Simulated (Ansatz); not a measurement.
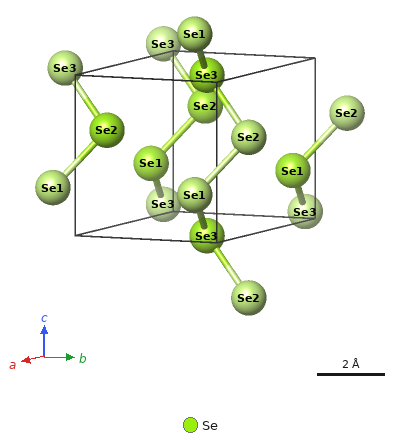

Fig. 1: The starting structure (ball-and-stick view of the cell of the calculation, seen at an oblique angle; neighbours outside the cell are drawn fainter; atoms are numbered from 1 in the order of the input).

## Se: geometry relaxation (part 1 of 2)

System: Se (P3₁21, 3 atoms in the cell).
Method: DFT r2SCAN+D3(BJ), scalar-relativistic, plane waves, PAW, no spin polarisation (Ansatz 0.2.0).

The structure derives from an entry of the Crystallography Open Database. Figures and captions count atoms from 1; the log counts them from 0 in places.

Input file
```yaml
crystal:
  lattice:
    - [4.3662, 0.0, 0.0]
    - [-2.1831, 3.781240118, 0.0]
    - [0.0, 0.0, 4.9536]
  atoms:
    - { symbol: Se, position: [0.2254, 0.0, 0.3333333333] }
    - { symbol: Se, position: [0.0, 0.2254, 0.6666666667] }
    - { symbol: Se, position: [0.7746, 0.7746, 0.0] }
basis:
  ecutwfc: 500
kpoints:
  mp_grid: { grid: [9, 9, 6] }
hamiltonian:
  xc: r2scan
  dispersion: d3bj
scf:
  occupations: { method: gaussian, width: 0.02 }
output:
  forces: true
  stress: true
  eigenvalues: true
  write_density: true
  write_potential: true
  elf: true
  volumetric_format: npy
relax:
  adjacent_minimum: "off"
  f_tol: 0.005
  max_steps: 80
  cell: { stress_tol: 0.05 }
```

Run on 4 threads of Intel Xeon @ 2.50GHz (Skylake/Cascade Lake), 189 GiB of memory available, shared host.

Command:
```bash
ansatz run input.yaml --threads 4 --pin off --max-ram 10240MiB --backend cpu --events-out ev --progress --plain --runs-dir out
```

The program's output
```
Warning: the engine holds no damping parameters fitted to this dispersion correction and functional, so the run takes those fitted to r2scan beside the three-body term, which d3bj leaves out (hamiltonian.dispersion, under Limitations)
Engine: ansatz 0.2.0, x86_64-unknown-linux-gnu
Pseudopotentials: kind: paw
Pseudopotential: Se, paw, valence charge 16, recommended cutoff 500 eV (meta_gga), Se.paw.azcp
Functional definition: r2SCAN
  parameter k0 = 0.174
  parameter k1 = 0.065
  parameter a1 = 4.9479
  exchange = r2scan_x(k0 = k0, k1 = k1, a1 = a1)
  correlation = r2scan_c
Crystal: 3 atoms, lattice volume = 81.782 Å³
Basis set: ecut = 500 eV, 2017 PW (Γ), exchange–correlation on 128×128×160 points (64 copies of the dense FFT grid, shifted against one another)
Bands: 29, of which v1, the nominal top of the filled ones, is band 24 counted from 1 (23 counted from 0)
Symmetry: 6 space group operations
Space group: P3121 (ITA 152), of the structure as read, at distance tolerance 4.3e-5 Å
k-points: 62 of 486 (time reversal used)
Non-local potential: Se, projectors of the file, l = 0: 2, l = 1: 2, l = 2: 3, l = 3: 1
PAW form: soft (Blöchl's): semilocal exchange-correlation on the pseudo side does not see the compensation charge
PAW frozen core: Se, regenerated for the run's functional (the file was generated under x = pbe(κ = 0.804, μ = 0.2195149727645171), c = pbe(β = 0.06672455060314922))
PAW one-centre angular grid: Se, 590 points (default); XC on 160 Gauss nodes
Initial density: superposition of atomic densities (neutral atoms: chi_scale 0, normalization atom), corrected by the library's trained network
Initial wavefunctions: pseudopotential atomic-orbital guess
Functional: x = r2scan, c = r2scan; τ floored in thin density (d = 2e-4 eV/Å³)
SCF iter   1: F=—  HF=-16434.804997 eV  |F-HF|=—  |Δ(HF+E_count)|=         —  Δρ=3.00e-3  dr2=4.84e-3  dr2_τ=9.12e-3  ethr=1.77e-3  ⟨swp⟩=6.3  Hψ=7850  notcnv=0
preconditioner: auto → Resta (q_TF=auto, 2.496 Å⁻¹)  ε∞=3.5  [insulator: Δε(μ)=1.274 eV  Ē_g=11.025 eV  σ=0.020 eV  W_gap=1.00  n_scr=20 (ndim 8)  ℏωp=17.4 eV  f_vac=0.096  D(μ)=0.00/eV (n_scr^D=0)  ε∞_Penn≈3.5]
SCF iter   2: F=—  HF=-16434.814218 eV  |F-HF|=—  |Δ(HF+E_count)|=   9.22e-3  Δρ=1.89e-3  dr2=1.73e-3  dr2_τ=3.87e-5  ethr=1.01e-5  ⟨swp⟩=2.0  Hψ=4030  notcnv=0  defer=62
SCF iter   3: F=—  HF=-16434.814851 eV  |F-HF|=—  |Δ(HF+E_count)|=   6.33e-4  Δρ=7.76e-4  dr2=3.20e-4  dr2_τ=6.60e-6  ethr=3.61e-6  ⟨swp⟩=2.8  Hψ=2459  notcnv=0  defer=62
SCF iter   4: F=—  HF=-16434.815024 eV  |F-HF|=—  |Δ(HF+E_count)|=   1.73e-4  Δρ=1.13e-4  dr2=1.07e-5  dr2_τ=3.51e-7  ethr=6.66e-7  ⟨swp⟩=2.0  Hψ=2382  notcnv=0  defer=62
SCF iter   5: F=—  HF=-16434.815031 eV  |F-HF|=—  |Δ(HF+E_count)|=   6.63e-6  Δρ=2.00e-5  dr2=3.38e-7  dr2_τ=9.53e-9  ethr=2.23e-8  ⟨swp⟩=2.0  Hψ=2294  notcnv=0  defer=62
SCF iter   6: F=-16434.815031 eV  HF=-16434.815031 eV  |F-HF|=6.53e-9  |Δ(HF+E_count)|=   2.08e-7  Δρ=3.32e-6  dr2=6.43e-9  dr2_τ=2.45e-10  ethr=2.08e-10  ⟨swp⟩=12.0  Hψ=14150  notcnv=0
SCF 1 converged in 6 iterations: F = -16434.815031 eV  dr2 = 6.43e-9
  Residual-converged pass: ⟨swp⟩=1.0  Hψ=2047  notcnv=0  max |occ|·‖R‖ = 7.0e-9 eV (tolerance 1.0e-8 eV)  dr2=6.43e-9  dr2_τ=2.45e-10  dr2_onsite=5.23e-9  max |Δocc| = 0.0e0
  greatest PAW one-centre occupation: 1.000 electrons in one spin orbital (limit 2), on the Se atom at site 1 (counted from 0), in its partial waves of l = 2
relax step   1: F+E_penalty+E_count = -16434.81503129 eV  Δ(F+E_penalty+E_count) = +0.000e0 eV  max|allowed force component| = 5.100e-2 eV/Å  Δτ_max = 0.0000 Å  P = +0.449 GPa  Ω = 81.782 Å³  (6 SCF iters, dr2 threshold 1.00e-7 eV, accepted)
Crystal: 3 atoms, lattice volume = 82.849 Å³
Basis set: ecut = 500 eV, 2065 PW (Γ), exchange–correlation on 128×128×160 points (64 copies of the dense FFT grid, shifted against one another)
Initial density: handed on by an earlier stage of this run
Initial wavefunctions: those handed on with the density
iter 1 solved again at ethr=1.16e-6 eV; its pass at ethr=3.10e-3 eV (dr2=5.57e-4 eV) is discarded
SCF iter   1: F=—  HF=-16434.813894 eV  |F-HF|=—  |Δ(HF+E_count)|=         —  Δρ=8.93e-4  dr2=5.61e-4  dr2_τ=6.99e-4  ethr=1.16e-6  ⟨swp⟩=2.0  Hψ=9054  notcnv=0
preconditioner: auto → Resta (q_TF=auto, 2.491 Å⁻¹)  ε∞=3.5  [insulator: Δε(μ)=1.182 eV  Ē_g=10.958 eV  σ=0.020 eV  W_gap=1.00  n_scr=20 (ndim 8)  ℏωp=17.3 eV  f_vac=0.107  D(μ)=0.00/eV (n_scr^D=0)  ε∞_Penn≈3.5]
SCF iter   2: F=—  HF=-16434.816921 eV  |F-HF|=—  |Δ(HF+E_count)|=   3.03e-3  Δρ=5.53e-4  dr2=2.39e-4  dr2_τ=2.25e-6  ethr=1.16e-6  ⟨swp⟩=2.0  Hψ=2666  notcnv=0
SCF iter   3: F=—  HF=-16434.816930 eV  |F-HF|=—  |Δ(HF+E_count)|=   8.34e-6  Δρ=8.17e-5  dr2=4.00e-6  dr2_τ=2.31e-7  ethr=4.98e-7  ⟨swp⟩=2.0  Hψ=2356  notcnv=0
SCF iter   4: F=—  HF=-16434.816936 eV  |F-HF|=—  |Δ(HF+E_count)|=   6.66e-6  Δρ=4.54e-5  dr2=1.19e-6  dr2_τ=3.88e-8  ethr=8.33e-9  ⟨swp⟩=2.0  Hψ=3286  notcnv=0
SCF iter   5: F=-16434.816938 eV  HF=-16434.816937 eV  |F-HF|=2.10e-7  |Δ(HF+E_count)|=   1.22e-6  Δρ=1.74e-5  dr2=2.44e-7  dr2_τ=5.99e-9  ethr=6.25e-10  ⟨swp⟩=5.9  Hψ=11367  notcnv=0
SCF 2 converged in 5 iterations: F = -16434.816938 eV  dr2 = 2.44e-7
  greatest PAW one-centre occupation: 1.000 electrons in one spin orbital (limit 2), on the Se atom at site 0 (counted from 0), in its partial waves of l = 2
relax step   2: F+E_penalty+E_count = -16434.81693770 eV  Δ(F+E_penalty+E_count) = -1.906e-3 eV  max|allowed force component| = 2.066e-2 eV/Å  Δτ_max = 0.0069 Å  P = -0.170 GPa  Ω = 82.849 Å³  energy of the carried Pulay correction = -4.248e-5 eV  (5 SCF iters, dr2 threshold 3.00e-7 eV, accepted)
Crystal: 3 atoms, lattice volume = 82.134 Å³
Basis set: ecut = 500 eV, 2053 PW (Γ), exchange–correlation on 128×128×160 points (64 copies of the dense FFT grid, shifted against one another)
iter 1 solved again at ethr=1.52e-7 eV; its pass at ethr=3.10e-3 eV (dr2=7.30e-5 eV) is discarded
SCF iter   1: F=—  HF=-16434.816716 eV  |F-HF|=—  |Δ(HF+E_count)|=         —  Δρ=3.32e-4  dr2=4.31e-5  dr2_τ=3.14e-4  ethr=1.52e-7  ⟨swp⟩=2.9  Hψ=10065  notcnv=0
preconditioner: auto → Resta (q_TF=auto, 2.495 Å⁻¹)  ε∞=3.5  [insulator: Δε(μ)=1.165 eV  Ē_g=10.979 eV  σ=0.020 eV  W_gap=1.00  n_scr=20 (ndim 8)  ℏωp=17.4 eV  f_vac=0.098  D(μ)=0.00/eV (n_scr^D=0)  ε∞_Penn≈3.5]
SCF iter   2: F=—  HF=-16434.817741 eV  |F-HF|=—  |Δ(HF+E_count)|=   1.03e-3  Δρ=2.13e-4  dr2=2.03e-5  dr2_τ=5.70e-7  ethr=8.98e-8  ⟨swp⟩=3.0  Hψ=3791  notcnv=0
SCF iter   3: F=—  HF=-16434.817750 eV  |F-HF|=—  |Δ(HF+E_count)|=   8.85e-6  Δρ=2.99e-5  dr2=6.22e-7  dr2_τ=7.78e-8  ethr=4.23e-8  ⟨swp⟩=2.0  Hψ=2342  notcnv=0
SCF iter   4: F=—  HF=-16434.817752 eV  |F-HF|=—  |Δ(HF+E_count)|=   1.56e-6  Δρ=1.29e-5  dr2=8.60e-8  dr2_τ=3.44e-9  ethr=1.30e-9  ⟨swp⟩=2.0  Hψ=2356  notcnv=0
SCF iter   5: F=-16434.817752 eV  HF=-16434.817752 eV  |F-HF|=1.02e-8  |Δ(HF+E_count)|=   1.42e-7  Δρ=4.10e-6  dr2=9.49e-9  dr2_τ=3.73e-10  ethr=1.54e-10  ⟨swp⟩=8.0  Hψ=10823  notcnv=0
SCF 3 converged in 5 iterations: F = -16434.817752 eV  dr2 = 9.49e-9
  greatest PAW one-centre occupation: 1.000 electrons in one spin orbital (limit 2), on the Se atom at site 2 (counted from 0), in its partial waves of l = 2
relax step   3: F+E_penalty+E_count = -16434.81775190 eV  Δ(F+E_penalty+E_count) = -8.142e-4 eV  max|allowed force component| = 1.209e-2 eV/Å  Δτ_max = 0.0055 Å  P = -0.038 GPa  Ω = 82.134 Å³  energy of the carried Pulay correction = -1.405e-5 eV  (5 SCF iters, dr2 threshold 7.41e-8 eV, accepted)
Crystal: 3 atoms, lattice volume = 81.413 Å³
iter 1 solved again at ethr=2.00e-7 eV; its pass at ethr=3.10e-3 eV (dr2=9.59e-5 eV) is discarded
SCF iter   1: F=—  HF=-16434.817061 eV  |F-HF|=—  |Δ(HF+E_count)|=         —  Δρ=3.76e-4  dr2=6.92e-5  dr2_τ=3.48e-4  ethr=2.00e-7  ⟨swp⟩=3.9  Hψ=10361  notcnv=0
preconditioner: auto → Resta (q_TF=auto, 2.498 Å⁻¹)  ε∞=3.5  [insulator: Δε(μ)=1.135 eV  Ē_g=10.984 eV  σ=0.020 eV  W_gap=1.00  n_scr=20 (ndim 8)  ℏωp=17.5 eV  f_vac=0.093  D(μ)=0.00/eV (n_scr^D=0)  ε∞_Penn≈3.5]
SCF iter   2: F=—  HF=-16434.818130 eV  |F-HF|=—  |Δ(HF+E_count)|=   1.07e-3  Δρ=2.30e-4  dr2=2.59e-5  dr2_τ=6.93e-7  ethr=1.44e-7  ⟨swp⟩=3.0  Hψ=3601  notcnv=0
SCF iter   3: F=—  HF=-16434.818138 eV  |F-HF|=—  |Δ(HF+E_count)|=   8.01e-6  Δρ=3.64e-5  dr2=8.46e-7  dr2_τ=9.51e-8  ethr=5.40e-8  ⟨swp⟩=2.0  Hψ=2355  notcnv=0
SCF iter   4: F=—  HF=-16434.818140 eV  |F-HF|=—  |Δ(HF+E_count)|=   2.23e-6  Δρ=1.57e-5  dr2=1.44e-7  dr2_τ=4.86e-9  ethr=1.76e-9  ⟨swp⟩=3.0  Hψ=3286  notcnv=0
SCF iter   5: F=—  HF=-16434.818140 eV  |F-HF|=—  |Δ(HF+E_count)|=   2.28e-7  Δρ=5.07e-6  dr2=1.73e-8  dr2_τ=6.70e-10  ethr=3.01e-10  ⟨swp⟩=3.0  Hψ=3286  notcnv=0
SCF iter   6: F=-16434.818140 eV  HF=-16434.818140 eV  |F-HF|=6.02e-9  |Δ(HF+E_count)|=   1.10e-8  Δρ=2.66e-6  dr2=3.76e-9  dr2_τ=1.51e-10  ethr=3.25e-11  ⟨swp⟩=6.5  Hψ=9542  notcnv=0
SCF 4 converged in 6 iterations: F = -16434.818140 eV  dr2 = 3.76e-9
relax step   4: F+E_penalty+E_count = -16434.81814012 eV  Δ(F+E_penalty+E_count) = -3.882e-4 eV  max|allowed force component| = 1.603e-3 eV/Å  Δτ_max = 0.0054 Å  P = +0.026 GPa  Ω = 81.413 Å³  energy of the carried Pulay correction = +1.481e-5 eV  (6 SCF iters, dr2 threshold 1.56e-8 eV, accepted)
Crystal: 3 atoms, lattice volume = 81.333 Å³
iter 1 solved again at ethr=1.03e-8 eV; its pass at ethr=3.10e-3 eV (dr2=4.95e-6 eV) is discarded
SCF iter   1: F=—  HF=-16434.818147 eV  |F-HF|=—  |Δ(HF+E_count)|=         —  Δρ=9.19e-5  dr2=6.07e-6  dr2_τ=7.38e-6  ethr=1.03e-8  ⟨swp⟩=3.0  Hψ=9922  notcnv=0
preconditioner: auto → Resta (q_TF=auto, 2.499 Å⁻¹)  ε∞=3.5  [insulator: Δε(μ)=1.126 eV  Ē_g=10.980 eV  σ=0.020 eV  W_gap=1.00  n_scr=20 (ndim 8)  ℏωp=17.5 eV  f_vac=0.093  D(μ)=0.00/eV (n_scr^D=0)  ε∞_Penn≈3.5]
SCF iter   2: F=—  HF=-16434.818169 eV  |F-HF|=—  |Δ(HF+E_count)|=   2.17e-5  Δρ=5.26e-5  dr2=2.00e-6  dr2_τ=2.47e-8  ethr=1.03e-8  ⟨swp⟩=2.0  Hψ=2356  notcnv=0
SCF iter   3: F=—  HF=-16434.818169 eV  |F-HF|=—  |Δ(HF+E_count)|=   5.89e-8  Δρ=8.60e-6  dr2=6.41e-8  dr2_τ=4.03e-9  ethr=4.17e-9  ⟨swp⟩=2.0  Hψ=2356  notcnv=0
SCF iter   4: F=—  HF=-16434.818169 eV  |F-HF|=—  |Δ(HF+E_count)|=   5.19e-8  Δρ=4.97e-6  dr2=1.79e-8  dr2_τ=4.66e-10  ethr=3.20e-11  ⟨swp⟩=8.8  Hψ=12400  notcnv=0
SCF iter   5: F=-16434.818169 eV  HF=-16434.818169 eV  |F-HF|=2.18e-11  |Δ(HF+E_count)|=   2.33e-8  Δρ=1.29e-6  dr2=1.85e-9  dr2_τ=3.61e-11  ethr=3.20e-11  ⟨swp⟩=8.0  Hψ=10691  notcnv=0
SCF 5 converged in 5 iterations: F = -16434.818169 eV  dr2 = 1.85e-9
relax step   5: F+E_penalty+E_count = -16434.81816907 eV  Δ(F+E_penalty+E_count) = -2.895e-5 eV  max|allowed force component| = 5.617e-4 eV/Å  Δτ_max = 0.0006 Å  P = +0.007 GPa  Ω = 81.333 Å³  energy of the carried Pulay correction = +1.805e-5 eV  (5 SCF iters, dr2 threshold 1.54e-8 eV, accepted)
Initial wavefunctions: pseudopotential atomic-orbital guess (no wavefunctions were taken with the density)
iter 1 solved again at ethr=7.83e-8 eV; its pass at ethr=3.10e-3 eV (dr2=3.76e-5 eV) is discarded
SCF iter   1: F=—  HF=-16434.818137 eV  |F-HF|=—  |Δ(HF+E_count)|=         —  Δρ=4.81e-5  dr2=4.01e-8  dr2_τ=1.30e-8  ethr=7.83e-8  ⟨swp⟩=3.0  Hψ=11794  notcnv=0
preconditioner: auto → Resta (q_TF=auto, 2.499 Å⁻¹)  ε∞=3.5  [insulator: Δε(μ)=1.127 eV  Ē_g=10.980 eV  σ=0.020 eV  W_gap=1.00  n_scr=20 (ndim 8)  ℏωp=17.5 eV  f_vac=0.093  D(μ)=0.00/eV (n_scr^D=0)  ε∞_Penn≈3.5]
SCF iter   2: F=—  HF=-16434.818153 eV  |F-HF|=—  |Δ(HF+E_count)|=   1.56e-5  Δρ=2.43e-5  dr2=1.01e-8  dr2_τ=1.53e-7  ethr=8.36e-11  ⟨swp⟩=2.5  Hψ=3322  notcnv=0
SCF iter   3: F=—  HF=-16434.818155 eV  |F-HF|=—  |Δ(HF+E_count)|=   2.56e-6  Δρ=2.41e-6  dr2=3.38e-10  dr2_τ=1.47e-9  ethr=2.10e-11  ⟨swp⟩=2.9  Hψ=3226  notcnv=0
SCF iter   4: F=—  HF=-16434.818155 eV  |F-HF|=—  |Δ(HF+E_count)|=   2.52e-8  Δρ=2.60e-7  dr2=5.84e-11  dr2_τ=6.00e-12  ethr=1.00e-12  ⟨swp⟩=2.0  Hψ=3286  notcnv=0
SCF iter   5: F=-16434.818155 eV  HF=-16434.818155 eV  |F-HF|=2.91e-11  |Δ(HF+E_count)|=  2.18e-11  Δρ=1.25e-7  dr2=1.19e-11  dr2_τ=1.36e-12  ethr=1.00e-12  ⟨swp⟩=5.0  Hψ=7992  notcnv=0
SCF 6 converged in 5 iterations: F = -16434.818155 eV  dr2 = 1.19e-11
relax step   6: F+E_penalty+E_count = -16434.81815519 eV  Δ(F+E_penalty+E_count) = +1.388e-5 eV  max|allowed force component| = 5.608e-4 eV/Å  Δτ_max = 0.0000 Å  P = +0.007 GPa  Ω = 81.333 Å³  stress off target by 1.95e-2 GPa  SCF on the basis re-selected at this cell (its energy is not comparable with the rows above)  (5 SCF iters)
```

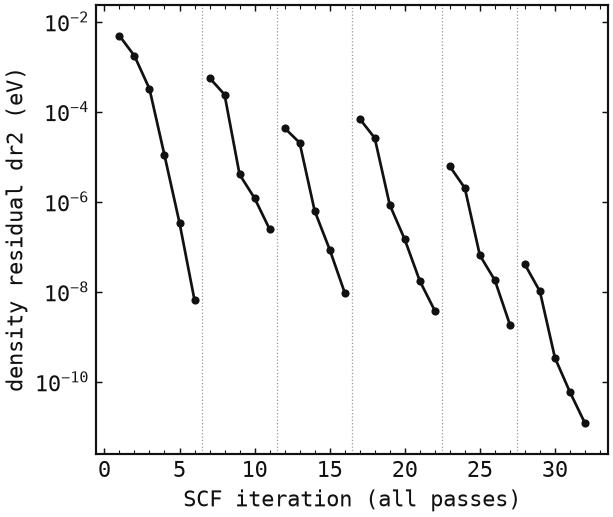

Fig. 2: Convergence of the self-consistent field: density residual dr2 against the SCF iteration. The dotted lines part the SCF passes of the relaxation: geometry steps, rejected trials and re-solves on a re-selected basis. The 6 passes take 5 to 6 iterations each, 32 in all.
